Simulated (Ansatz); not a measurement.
## Single-point calculation of Ti₃O₄

System: Ti₃O₄ (7 atoms in the cell).
Method: DFT PBEsol, scalar-relativistic, plane waves, PAW, no spin polarisation (Ansatz 0.2.0).

The structure derives from a Materials Project entry. It belongs to a series of runs on one base structure; here: mode 11 (425.2 1/cm) frozen in, largest displacement -0.120 A. Figures and captions count atoms from 1; the log counts them from 0 in places.

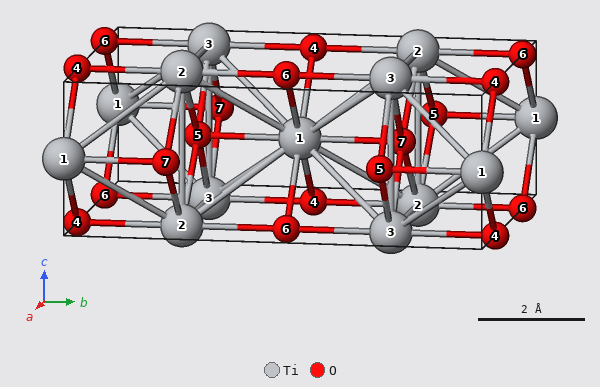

**Figure 1.** The structure as given in the input (ball-and-stick view of the cell 2 times as large as that of the calculation, set on its symmetry axes, seen slightly off an axis; atoms are numbered from 1 in the order of the input). An atom can appear more than once, as a periodic image. Near neighbours in the periodic cell (some may lie outside the picture): Ti has 6 O at 1.97 to 2.08 Å and 10 Ti at 2.90 to 2.97 Å; Ti has 6 O at 2.02 to 2.08 Å and 8 Ti at 2.90 to 2.97 Å; O has 4 Ti at 2.02 to 2.08 Å; O has 5 Ti at 1.97 to 2.08 Å.

Summary

| quantity | value |
| --- | --- |
| outcome | converged |
| space group (tolerance 0.01 Å) | Cmmm (65) |
| electrons treated | 60 |
| free energy | −9674.7762 eV |
| Fermi energy | 14.620 eV |
| gap on the k-point mesh | none (metallic) |
| pressure | 1.65 GPa |
| largest force (length of the vector) | 1.514 eV/Å |
| hardware | 2 threads of Intel Xeon @ 2.50GHz (Skylake/Cascade Lake), 189 GiB of memory available, shared host |
| wall time | 33 s (CPU time 64 s) |
| peak memory | 0.61 GiB |

Input file
```yaml
crystal:
  lattice:
    - [2.9128162305, -4.0303540204, 0.0]
    - [2.9128162305, 4.0303540204, 0.0]
    - [0.0, 0.0, 2.9690273776]
  atoms:
    - { symbol: Ti, position: [0.0, 0.0, 0.5] }
    - { symbol: Ti, position: [0.5, 0.0, 0.0] }
    - { symbol: Ti, position: [0.0, 0.5, 0.0] }
    - { symbol: O, position: [0.7506727973, 0.7506727973, 0.0] }
    - { symbol: O, position: [0.2439895255, 0.7560104745, 0.5] }
    - { symbol: O, position: [0.2493272027, 0.2493272027, 0.0] }
    - { symbol: O, position: [0.7560104745, 0.2439895255, 0.5] }
basis:
  ecutwfc: 420
kpoints:
  mp_grid: { grid: [8, 8, 14] }
hamiltonian:
  xc: pbesol
scf:
  occupations: { method: gaussian, width: 0.15 }
output:
  forces: true
  stress: true
  eigenvalues: true
  write_density: true
  write_potential: true
  elf: true
  volumetric_format: npy
```

Launch command:
```bash
ansatz run input.yaml --threads 2 --pin off --max-ram 5120MiB --backend cpu --events-out ev --progress --plain --runs-dir out
```

Log
```
Engine: ansatz 0.2.0, x86_64-unknown-linux-gnu
Pseudopotentials: kind: paw
Pseudopotential: Ti, paw, valence charge 12, recommended cutoff 420 eV (normal), Ti.paw.azcp
Pseudopotential: O, paw, valence charge 6, recommended cutoff 420 eV (normal), O.paw.azcp
Functional definition: PBEsol
  exchange = pbesol_x
  correlation = pbesol_c
Crystal: 7 atoms, lattice volume = 69.711 Å³
Basis set: ecut = 420 eV, 1341 PW (Γ), exchange–correlation on 72×72×40 points (8 copies of the dense FFT grid, shifted against one another)
Bands: 37, of which v1, the nominal top of the filled ones, is band 30 counted from 1 (29 counted from 0)
Symmetry: 8 space group operations
Space group: Cmmm (ITA 65), of the structure as read, at distance tolerance 4.1e-5 Å
k-points: 168 of 896
Non-local potential: Ti, projectors of the file, l = 0: 3, l = 1: 2, l = 2: 3, l = 3: 1
Non-local potential: O, projectors of the file, l = 0: 2, l = 1: 2, l = 2: 1
PAW form: soft (Blöchl's): semilocal exchange-correlation on the pseudo side does not see the compensation charge
PAW frozen core: Ti, regenerated for the run's functional, and the local potential with it (the file was generated under x = pbe(κ = 0.804, μ = 0.2195149727645171), c = pbe(β = 0.06672455060314922))
PAW frozen core: O, regenerated for the run's functional, and the local potential with it (the file was generated under x = pbe(κ = 0.804, μ = 0.2195149727645171), c = pbe(β = 0.06672455060314922))
PAW one-centre angular grid: Ti, 590 points (default); XC on 64 Gauss nodes
PAW one-centre angular grid: O, 110 points (default); XC on 64 Gauss nodes
Initial density: superposition of atomic densities (neutral atoms: chi_scale 0, normalization atom), corrected by the library's trained network
Initial wavefunctions: pseudopotential atomic-orbital guess
Functional: x = pbesol(κ = 0.804, μ = 0.12345679012345678), c = pbesol(β = 0.046)
SCF iter   1: F=—  HF=-9674.824645 eV  |F-HF|=—  |Δ(HF+E_count)|=         —  Δρ=1.80e-2  dr2=1.74e-1  ethr=1.77e-3  ⟨swp⟩=5.0  Hψ=23730  notcnv=0
preconditioner: auto → LDOS  [metal: Δε(μ)=0.003 eV  Ē_g=10.102 eV  σ=0.150 eV  W_gap=0.01  n_scr=26 (ndim 8)  ℏωp=26.7 eV  f_vac=0.038  D(μ)=3.26/eV (n_scr^D=30)  β→1.0]
SCF iter   2: F=—  HF=-9674.805535 eV  |F-HF|=—  |Δ(HF+E_count)|=   1.91e-2  Δρ=1.50e-2  dr2=9.92e-2  ethr=2.90e-4  ⟨swp⟩=3.0  Hψ=16168  notcnv=0  defer=202
SCF iter   3: F=—  HF=-9674.776125 eV  |F-HF|=—  |Δ(HF+E_count)|=   2.94e-2  Δρ=7.92e-4  dr2=2.86e-4  ethr=1.65e-4  ⟨swp⟩=2.0  Hψ=9998  notcnv=0  defer=202
SCF iter   4: F=—  HF=-9674.776220 eV  |F-HF|=—  |Δ(HF+E_count)|=   9.45e-5  Δρ=2.98e-4  dr2=4.10e-5  ethr=4.76e-7  ⟨swp⟩=2.3  Hψ=11057  notcnv=0  defer=202
SCF iter   5: F=—  HF=-9674.776206 eV  |F-HF|=—  |Δ(HF+E_count)|=   1.36e-5  Δρ=4.84e-5  dr2=1.41e-6  ethr=6.84e-8  ⟨swp⟩=2.2  Hψ=10605  notcnv=0  defer=200
SCF iter   6: F=-9674.776207 eV  HF=-9674.776207 eV  |F-HF|=2.43e-8  |Δ(HF+E_count)|=   7.03e-7  Δρ=1.44e-5  dr2=8.39e-8  ethr=1.67e-10  ⟨swp⟩=15.0  Hψ=48319  notcnv=0
SCF 1 converged in 6 iterations: F = -9674.776207 eV  dr2 = 8.39e-8
  greatest PAW one-centre occupation: 0.999 electrons in one spin orbital (limit 2), on the Ti atom at site 0 (counted from 0), in its partial waves of l = 0
SCF converged after 6 iterations
Free energy (F): -9674.776207 eV
Harris-Foulkes:  -9674.776207 eV  (|F-HF|=2.43e-8)
Internal energy: -9674.739025 eV  (E = F + TS)
E sigma→0 (E₀):  -9674.757616 eV
Entropy (-TS):   -0.037182 eV (-5.312 meV/atom)
Fermi energy:    14.619905 eV
--- Per-component energies (eV) ---
  E_band       = -407.118467
  E_kinetic    = 1529.095459
  E_local      = -3715.030654  (includes V_loc(G=0)·N_el)
  E_nonlocal   = 218.496013
  E_hartree    = 1479.845749
  E_xc         = -586.989160
  E_vxc        = -746.062476  (∫ρ·V_xc dr)
  E_paw        = -3676.672634  (= ΣΔE_a)
  E_vpaw       = -653.320615  (= ΣTr[D̂ρ^β])
  E_aug_tail   = 0.010139  (compensation charges beyond the density's cutoff)
  E_ewald      = -4924.053242
  E_core_change = 0.559305  (= ΣΔE_core)
  E_smearing   = -0.037182  (= −TS)
  E_closure    = -0.000000  (closes the sum)
  Σ components = -9674.776207   (vs F -9674.776207, Δ=0.00e0)
--- Forces (eV/Å), atoms counted from 1 ---
  atom   1  Ti     0.00000000     0.00000000     0.00000000
  atom   2  Ti    -0.00000000    -0.00000000     0.00000000
  atom   3  Ti     0.00000000    -0.00000000     0.00000000
  atom   4  O      0.63912873    -0.00000000    -0.00000000
  atom   5  O      0.00000000    -1.51430110    -0.00000000
  atom   6  O     -0.63912873     0.00000000     0.00000000
  atom   7  O      0.00000000     1.51430110     0.00000000
  max |Σ_I F_I| component: 4.44e-16 eV/Å
--- Stress (GPa, compression-positive) ---
       -2.859614       0.000000       0.000000
        0.000000       9.538433       0.000000
        0.000000       0.000000      -1.726177
  P = ⅓ Tr σ = 1.6509 GPa (16.509 kbar)
--- Band table (eV; the first three rows and the last of 168) ---
  k-point 0: bands = ["-43.2858", "-43.2153", "-43.0005", "-20.2760", "-20.0010", "-19.7059", "-19.5775", "-19.4577", "-19.4531", "-19.3136", "-19.2896", "-19.2734", "-6.9875", "-5.7102", "-5.4533", "-4.6232", "5.3771", "5.9849", "6.9888", "7.4881", "7.7772", "8.6103", "8.6989", "8.9941", "9.1308", "10.4217", "10.5699", "10.7232", "11.8978", "14.3046", "14.5629", "14.9264", "15.4631", "16.0054", "16.1527", "16.2070", "16.2480"]
  k-point 1: bands = ["-43.2828", "-43.2134", "-42.9995", "-20.2625", "-19.9908", "-19.7023", "-19.5983", "-19.4716", "-19.4551", "-19.3176", "-19.3147", "-19.2809", "-6.9375", "-5.6821", "-5.4849", "-4.6354", "5.4602", "6.0491", "7.0041", "7.5083", "7.7961", "8.5737", "8.6372", "8.8134", "9.0175", "10.3593", "10.3758", "10.7157", "12.1137", "14.3262", "14.5847", "15.0236", "15.6560", "16.1031", "16.1173", "16.1811", "16.2083"]
  k-point 2: bands = ["-43.2746", "-43.2083", "-42.9967", "-20.2233", "-19.9613", "-19.6923", "-19.6563", "-19.5232", "-19.4478", "-19.3844", "-19.3296", "-19.3032", "-6.7958", "-5.6042", "-5.5728", "-4.6697", "5.6984", "6.2351", "7.0446", "7.5645", "7.8525", "8.1564", "8.4882", "8.7074", "8.7253", "9.9042", "10.1863", "10.6628", "12.6413", "14.3940", "14.6483", "15.2631", "15.9089", "16.0392", "16.1764", "16.2611", "16.3857"]
  k-point 167: bands = ["-43.2239", "-43.1790", "-42.9818", "-20.1950", "-20.1532", "-19.8873", "-19.7416", "-19.6775", "-19.4243", "-19.3964", "-19.3816", "-19.3253", "-6.4683", "-5.4801", "-5.4052", "-4.6483", "5.2730", "6.0239", "7.1336", "7.3202", "7.3646", "7.4487", "8.7301", "9.2255", "9.4080", "9.6686", "9.6802", "9.7777", "12.4325", "12.5218", "15.7704", "16.2003", "16.2014", "16.4836", "16.6669", "16.8065", "16.8460"]
```

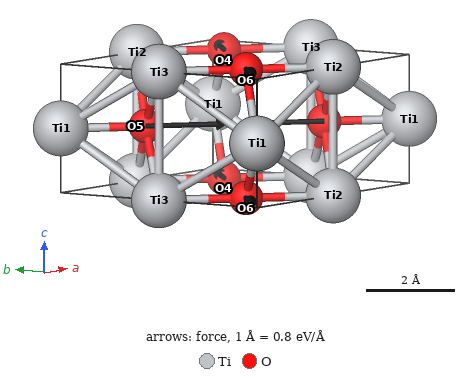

**Figure 2.** Forces on the atoms as black arrows (ball-and-stick view of the cell of the calculation, seen at an oblique angle; atoms are numbered from 1 in the order of the input). The largest act on O5, O7 (1.51 eV/Å); O4, O6 (0.64 eV/Å). The geometry is not a stationary point of this energy.

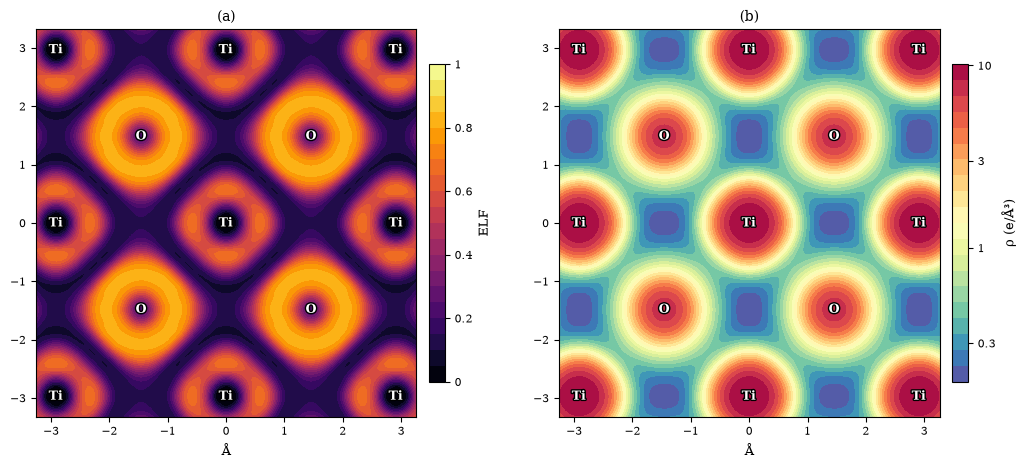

**Figure 3.** (a) ELF; (b) valence pseudo-density on the (010) plane of the conventional cell. Atoms in the plane: Ti and O. Ti–Ti (2.91 Å): ρ at the midpoint is about 0.19 e/Å³; the ELF is about 0.15 at the midpoint; no shared electron pair. Ti–O (2.08 Å): ρ is about 0.48 e/Å³ halfway; the ELF is about 0.10 at the midpoint; a polar contact without a shared pair, in a metal. Ti–Ti (2.97 Å): the density is about 0.18 e/Å³ at the midpoint; the ELF is about 0.10 at the midpoint; no shared electron pair. Away from the nuclei the density in this plane falls to 0.18 e/Å³ at its lowest. The strong features right at Ti lie inside the PAW spheres (semicore, d or f shells) and say nothing about bonding. Core electrons are frozen (PAW), so the fields are smoothed inside the atomic spheres.

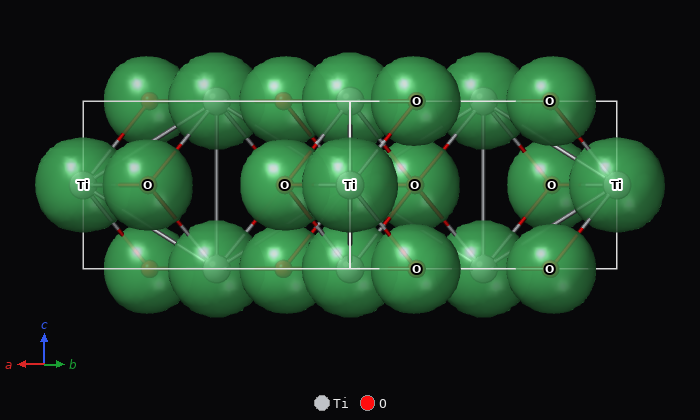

**Figure 4.** Isosurface of the valence electron density at 0.8 e/Å³ (green), seen along [110]. Sticks mark near contacts. The outline is the cell set on symmetry axes. At this value the density breaks into separate islands; it holds about 75 % of the electrons treated as valence (semicore included). It is pinched off along the Ti–O (1.97 Å), Ti–Ti (2.90 Å), Ti–O (2.02 Å) and Ti–O (2.08 Å) contacts. On the grid the lowest density along these lines, outside the cores, is 0.67 e/Å³ (Ti–O, 1.97 Å), 0.21 e/Å³ (Ti–Ti, 2.90 Å), 0.58 e/Å³ (Ti–O, 2.02 Å) and 0.52 e/Å³ (Ti–O, 2.08 Å).
